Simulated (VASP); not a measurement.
**Band-structure run, with input and output: TiO$_{2}$ (part 1 of 2)**

- system: TiO$_{2}$ (I4₁/amd, 6 atoms in the cell)
- method: Kohn-Sham DFT of a periodic cell, revPBE, VASP PAW PBE potentials, recommended, no spin polarisation (VASP 6.6.1)

The structure derives from an entry of the Crystallography Open Database.

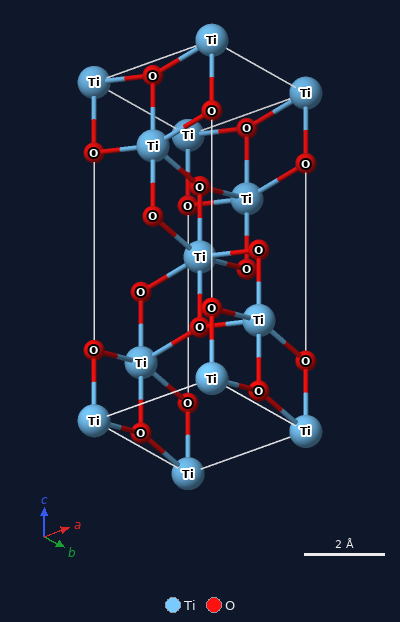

**Figure 1.** The structure (ball-and-stick view of the cell 2 times as large as that of the calculation, set on its symmetry axes, seen at an oblique angle). Near neighbours in the crystal (not all of them lie inside the picture): Ti has 6 O at 1.93 to 1.98 Å; O has 3 Ti at 1.93 to 1.98 Å.

Results in brief

```tsv
quantity	value
outcome	converged
space group (tolerance 0.01 Å)	I4₁/amd (141)
electrons treated	48
free energy	−51.7010 eV
Fermi energy of the self-consistent step	4.565 eV
gap on the k-point mesh	2.15 eV
gap on the band path	2.13 eV
pressure	9.19 GPa
largest force (length of the vector)	0.172 eV/Å
hardware	1 thread of Intel Xeon @ 2.90GHz (Ice Lake), 64 GiB of memory available, shared host
wall time	8.2 min
peak memory	0.43 GiB
```

The cell is under a pressure of 9.2 GPa at this level, so it is not at its equilibrium volume.

INCAR
```
SYSTEM = TiO2
PREC     = Accurate       ! precision mode
ENCUT    = 520            ! plane-wave cutoff, eV
EDIFF    = 1E-7           ! SCF threshold, eV
ISMEAR   = -1             ! smearing method
SIGMA    = 0.05           ! smearing width, eV
LREAL    = .FALSE.        ! projectors in reciprocal space
LASPH    = .TRUE.         ! aspherical terms in the spheres
NELM     = 60             ! most SCF steps
ALGO     = Normal         ! electronic algorithm
ISIF     = 2              ! what is computed and relaxed
LWAVE    = .FALSE.        ! write WAVECAR
LCHARG   = .FALSE.        ! write CHGCAR
LMAXMIX  = 4              ! l up to which the mixer works
GGA      = RE             ! functional
```

KPOINTS
```
Automatic mesh
0
G
  10 10 10
  0 0 0
```

KPOINTS_OPT
```
path GXYSGZS1NPY1Z,XP
10
line-mode
reciprocal
 0.0000000000  0.0000000000  0.0000000000  G
-0.5000000000  0.5000000000  0.0000000000  X

-0.5000000000  0.5000000000  0.0000000000  X
-0.5000000000  0.5000000000 -0.0790928267  Y

-0.5000000000  0.5000000000 -0.0790928267  Y
-0.2895464134  0.2895464134 -0.2895464134  S

-0.2895464134  0.2895464134 -0.2895464134  S
 0.0000000000  0.0000000000  0.0000000000  G

 0.0000000000  0.0000000000  0.0000000000  G
 0.5000000000  0.5000000000 -0.5000000000  Z

 0.5000000000  0.5000000000 -0.5000000000  Z
 0.2895464134  0.7104535866 -0.7104535866  S1

 0.2895464134  0.7104535866 -0.7104535866  S1
 0.0000000000  0.5000000000 -0.5000000000  N

 0.0000000000  0.5000000000 -0.5000000000  N
-0.2500000000  0.7500000000 -0.2500000000  P

-0.2500000000  0.7500000000 -0.2500000000  P
 0.0790928267  0.9209071733 -0.5000000000  Y1

 0.0790928267  0.9209071733 -0.5000000000  Y1
 0.5000000000  0.5000000000 -0.5000000000  Z

-0.5000000000  0.5000000000  0.0000000000  X
-0.2500000000  0.7500000000 -0.2500000000  P
```

POSCAR
```
TiO2
1.0
   -1.8921000000      1.8921000000      4.7573000000
    1.8921000000     -1.8921000000      4.7573000000
    1.8921000000      1.8921000000     -4.7573000000
Ti O
2 4
Direct
    0.7500000000      0.2500000000      0.5000000000
    0.0000000000      0.0000000000      0.0000000000
    0.7919000000      0.7919000000      0.0000000000
    0.5419000000      0.0419000000      0.5000000000
    0.9581000000      0.4581000000      0.5000000000
    0.2081000000      0.2081000000      0.0000000000
```

Command:
```bash
cat potpaw_PBE.64/Ti_sv/POTCAR potpaw_PBE.64/O/POTCAR > POTCAR
mpirun -np 1 vasp_std > vasp.out
```

OSZICAR
```
N       E                     dE             d eps       ncg     rms          rms(c)
DAV:   1     0.693874076547E+03    0.69387E+03   -0.25223E+04  5712   0.200E+03
DAV:   2     0.480029371513E+02   -0.64587E+03   -0.62570E+03  6376   0.579E+02
DAV:   3    -0.633910525900E+02   -0.11139E+03   -0.10875E+03  8744   0.216E+02
DAV:   4    -0.685872963773E+02   -0.51962E+01   -0.51916E+01  7936   0.492E+01
DAV:   5    -0.688070864642E+02   -0.21979E+00   -0.21974E+00  7976   0.813E+00    0.330E+01
DAV:   6    -0.520118906798E+02    0.16795E+02   -0.11791E+02  7340   0.105E+02    0.118E+01
DAV:   7    -0.517141788273E+02    0.29771E+00   -0.16162E+01  7480   0.320E+01    0.803E+00
DAV:   8    -0.518335241860E+02   -0.11935E+00   -0.37080E+00  7264   0.183E+01    0.376E+00
DAV:   9    -0.516893045006E+02    0.14422E+00   -0.13532E+00  7672   0.104E+01    0.998E-01
DAV:  10    -0.517027690748E+02   -0.13465E-01   -0.10322E-01  6772   0.250E+00    0.358E-01
DAV:  11    -0.517007224789E+02    0.20466E-02   -0.15910E-02  6992   0.859E-01    0.661E-02
DAV:  12    -0.517010437629E+02   -0.32128E-03   -0.15990E-03  7132   0.374E-01    0.101E-01
DAV:  13    -0.517009668234E+02    0.76939E-04   -0.42981E-04  7828   0.186E-01    0.189E-02
DAV:  14    -0.517009782488E+02   -0.11425E-04   -0.98760E-05  8076   0.845E-02    0.217E-02
DAV:  15    -0.517009749661E+02    0.32827E-05   -0.29997E-05  8052   0.548E-02    0.340E-03
DAV:  16    -0.517009751639E+02   -0.19783E-06   -0.73125E-07  6492   0.831E-03    0.218E-03
DAV:  17    -0.517009751822E+02   -0.18281E-07   -0.15574E-07  4120   0.378E-03
   1 F= -.51700975E+02 E0= -.51700975E+02  d E =-.509646E-10
       N       E                     dE             ncg
DAV:   1     0.374083380345E+04   -0.12526E+06     5712
DAV:   2    -0.548454348084E+05   -0.58586E+05     5960
DAV:   3    -0.647440672517E+05   -0.98986E+04     9236
DAV:   4    -0.653632439261E+05   -0.61918E+03     8144
DAV:   5    -0.653926979700E+05   -0.29454E+02     8200
DAV:   6    -0.653932263457E+05   -0.52838E+00     7280
DAV:   7    -0.653932507048E+05   -0.24359E-01     8176
DAV:   8    -0.653932510325E+05   -0.32772E-03     7400
DAV:   9    -0.653932510471E+05   -0.14579E-04     7164
DAV:  10    -0.653932510473E+05   -0.27502E-06     4148
DAV:  11    -0.653932510474E+05   -0.43074E-07     4072
       N       E                     dE             ncg
DAV:   1     0.124376144614E+06   -0.14057E+05      448
DAV:   2     0.119792151467E+06   -0.45840E+04      476
DAV:   3     0.119017318644E+06   -0.77483E+03      732
DAV:   4     0.118970878013E+06   -0.46441E+02      664
DAV:   5     0.118969324102E+06   -0.15539E+01      628
DAV:   6     0.118969295837E+06   -0.28265E-01      588
DAV:   7     0.118969295036E+06   -0.80138E-03      616
DAV:   8     0.118969295024E+06   -0.11328E-04      592
DAV:   9     0.118969295024E+06   -0.26911E-06      484
DAV:  10     0.118969295024E+06   -0.85420E-08      312
```

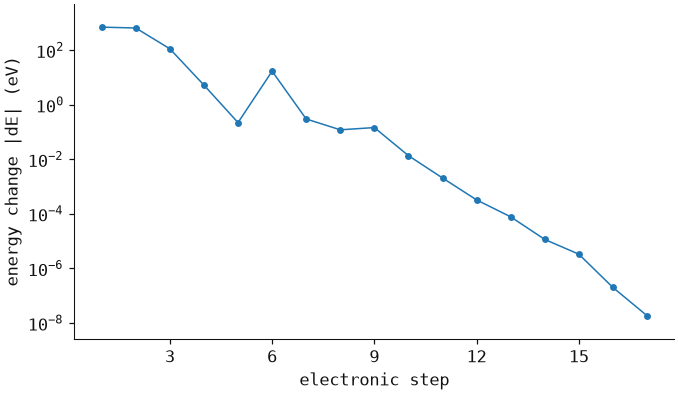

**Figure 2.** Convergence of the self-consistent field: energy change |dE| against the electronic step. It takes 17 electronic steps. The density is held fixed in the first few steps, and dE rises again when its update begins.

Parts of OUTCAR
```
SYSTEM = TiO2
   PREC = Accurate
   ENCUT = 520
   EDIFF = 1E-7
   ISMEAR = -1
   LREAL = .FALSE.
   LASPH = .TRUE.
   NELM = 60
   ISIF = 2
   GGA = RE

 ion  position               nearest neighbor table
   1  0.750  0.250  0.500-   3 1.93   6 1.93   3 1.93   6 1.93   5 1.98   4 1.98
   2  0.000  0.000  0.000-   4 1.93   5 1.93   4 1.93   5 1.93   3 1.98   6 1.98
   3  0.792  0.792  0.000-   1 1.93   1 1.93   2 1.98
   4  0.542  0.042  0.500-   2 1.93   2 1.93   1 1.98
   5  0.958  0.458  0.500-   2 1.93   2 1.93   1 1.98
   6  0.208  0.208  0.000-   1 1.93   1 1.93   2 1.98

  LATTYP: Found a body centered tetragonal cell.
 ALAT       =     3.7842000000
 C/A-ratio  =     2.5142962846

  Lattice vectors:

 A1 = (  -1.8921000000,   1.8921000000,   4.7573000000)
 A2 = (   1.8921000000,  -1.8921000000,   4.7573000000)
 A3 = (   1.8921000000,   1.8921000000,  -4.7573000000)

Analysis of symmetry for initial positions (statically):
=====================================================================
 Subroutine PRICEL returns:
 Original cell was already a primitive cell.

 Routine SETGRP: Setting up the symmetry group for a
 body centered tetragonal supercell.

 Subroutine GETGRP returns: Found 16 space group operations
 (whereof  8 operations were pure point group operations)
 out of a pool of 16 trial point group operations.

The static configuration has the point symmetry D_2d.
 The point group associated with its full space group is D_4h.

Analysis of symmetry for dynamics (positions and initial velocities):
=====================================================================
 Subroutine PRICEL returns:
 Original cell was already a primitive cell.

 Routine SETGRP: Setting up the symmetry group for a
 body centered tetragonal supercell.

 Subroutine GETGRP returns: Found 16 space group operations
 (whereof  8 operations were pure point group operations)
 out of a pool of 16 trial point group operations.

The dynamic configuration has the point symmetry D_2d.
 The point group associated with its full space group is D_4h.

 Subroutine INISYM returns: Found 16 space group operations
 (whereof  8 operations are pure point group operations),
 and found     1 'primitive' translations

----------------------------------------------------------------------------------------

                                     Primitive cell

  volume of cell :      68.1253

  direct lattice vectors                    reciprocal lattice vectors
    -1.892100000  1.892100000  4.757300000     0.000000000  0.264256646  0.105101633
     1.892100000 -1.892100000  4.757300000     0.264256646  0.000000000  0.105101633
     1.892100000  1.892100000 -4.757300000     0.264256646  0.264256646  0.000000000

  length of vectors
     5.458203744  5.458203744  5.458203744     0.284390450  0.284390450  0.373715333

  position of ions in fractional coordinates (direct lattice)
     0.750000000  0.250000000  0.500000000
     0.000000000  0.000000000  0.000000000
     0.791900000  0.791900000  0.000000000
     0.541900000  0.041900000  0.500000000
     0.958100000  0.458100000  0.500000000
     0.208100000  0.208100000  0.000000000

  ion indices of the primitive-cell ions
   primitive index   ion index
                 1           1
                 2           2
                 3           3
                 4           4
                 5           5
                 6           6

----------------------------------------------------------------------------------------

 KPOINTS: Automatic mesh

Automatic generation of k-mesh.
 Grid dimensions read from file:
 generate k-points for:   10   10   10

 Generating k-lattice:

  Cartesian coordinates                     Fractional coordinates (reciprocal lattice)
     0.000000000  0.026425665  0.010510163     0.100000000  0.000000000  0.000000000
     0.026425665  0.000000000  0.010510163     0.000000000  0.100000000  0.000000000
     0.026425665  0.026425665  0.000000000     0.000000000  0.000000000  0.100000000

  Length of vectors
     0.028439045  0.028439045  0.037371533

  Shift w.r.t. Gamma in fractional coordinates (k-lattice)
     0.000000000  0.000000000  0.000000000

 Subroutine IBZKPT returns following result:
 ===========================================

 Found    102 irreducible k-points:

 Following reciprocal coordinates:
            Coordinates               Weight
  0.000000  0.000000  0.000000      1.000000
  0.100000 -0.000000  0.000000      8.000000
  0.200000 -0.000000  0.000000      8.000000
  0.300000 -0.000000  0.000000      8.000000
  0.400000  0.000000  0.000000      8.000000
  0.500000  0.000000  0.000000      4.000000
  0.100000  0.100000  0.000000      8.000000
  0.200000  0.100000  0.000000     16.000000
  0.300000  0.100000  0.000000     16.000000
  0.400000  0.100000  0.000000     16.000000
  0.500000  0.100000 -0.000000     16.000000
 -0.400000  0.100000  0.000000     16.000000
 -0.300000  0.100000 -0.000000     16.000000
 -0.200000  0.100000 -0.000000     16.000000
 -0.100000  0.100000  0.000000      4.000000
  0.200000  0.200000  0.000000      8.000000
  0.300000  0.200000  0.000000     16.000000
  0.400000  0.200000  0.000000     16.000000
  0.500000  0.200000  0.000000     16.000000
 -0.400000  0.200000 -0.000000     16.000000
 -0.300000  0.200000 -0.000000     16.000000
 -0.200000  0.200000  0.000000      4.000000
  0.300000  0.300000  0.000000      8.000000
  0.400000  0.300000  0.000000     16.000000
 [... further k-points ...]
```
